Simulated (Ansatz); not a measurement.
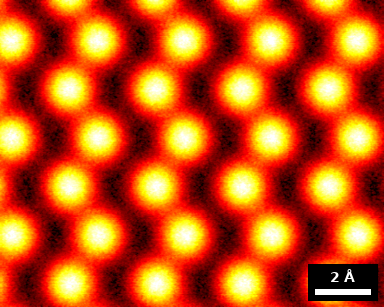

An image along [100] of one of the structures below (computed or model cells, partly hypothetical, each in its standard cell). Simulation: incoherent imaging, intensity Z^1.7 per atom, probe width 1.28 Å, thin sample. The probe carries 25 % of its weight in a tail 2.5 times as wide. The display is stretched by a gamma of 0.65; percentages refer to the linear signal. Shot noise and a slight drift were added.

A. As
Space group R-3m:H (No. 166). a = 3.807 Å, b = 3.807 Å, c = 10.824 Å, α = 90.00°, β = 90.00°, γ = 120.00°
```csv
atom,site,symmetry,x,y,z
As,6c,3m,0.6667,0.3333,0.1070
```

B. Ru
Space group Pm-3n (No. 223). a = 4.864 Å, b = 4.864 Å, c = 4.864 Å, α = 90.00°, β = 90.00°, γ = 90.00°
| atom | site | symmetry | x | y | z |
| --- | --- | --- | --- | --- | --- |
| Ru | 2a | m-3. | 0.0000 | 0.0000 | 0.0000 |
| Ru | 6c | -4m.2 | 0.2500 | 0.0000 | 0.5000 |

C. As
Space group Fm-3m (No. 225). a = 4.261 Å, b = 4.261 Å, c = 4.261 Å, α = 90.00°, β = 90.00°, γ = 90.00°
| atom | site | symmetry | x | y | z |
| --- | --- | --- | --- | --- | --- |
| As | 4a | m-3m | 0.0000 | 0.0000 | 0.0000 |

D. As
Space group P6_3/mmc (No. 194). a = 3.641 Å, b = 3.641 Å, c = 3.548 Å, α = 90.00°, β = 90.00°, γ = 120.00°
```csv
atom,site,symmetry,x,y,z
As,2c,-6m2,0.3333,0.6667,0.2500
```

Which structure was imaged?

D, As. Along [100] the projected cells are A 3.30 × 3.77 Å, 107°; B 4.86 × 4.86 Å, 90°; C 2.13 × 2.13 Å, 90°; D 3.15 × 3.55 Å, 90°. The image repeats as D does.

Structure D: coordinates from a relaxation with DFT, r2SCAN, plane waves (500 eV) with PAW, scalar-relativistic in Ansatz; the starting structure was generated, so it need not be a known form of this composition.
